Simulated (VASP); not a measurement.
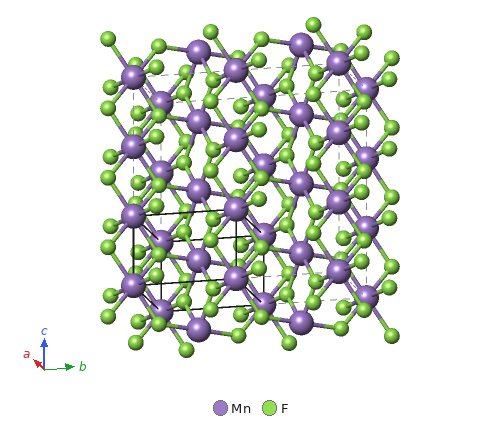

MnF₂ (space group P4_2/mnm, No. 136): the end point of a relaxation with VASP Kohn-Sham DFT of a periodic cell, PBE, VASP PAW PBE potentials, materialsproject in VASP 6.6.1.

Bonds are taken as F–Mn below 2.4 Å. Simplification: prune 0- and 1-connected atoms, fold 2-connected ones into links.

### What kind of net remains, and which atoms are its nodes?

A binodal (3,6)-connected, three-periodic net: F is a 3-connected node; Mn is a 6-connected node, in the ratio 2:1.

### Which named net is it?

It is the rtl net, known from rutile.

### Is the net interpenetrated?

It is a single net, without interpenetration.

### How many nodes does the smallest cycle have?

Four.
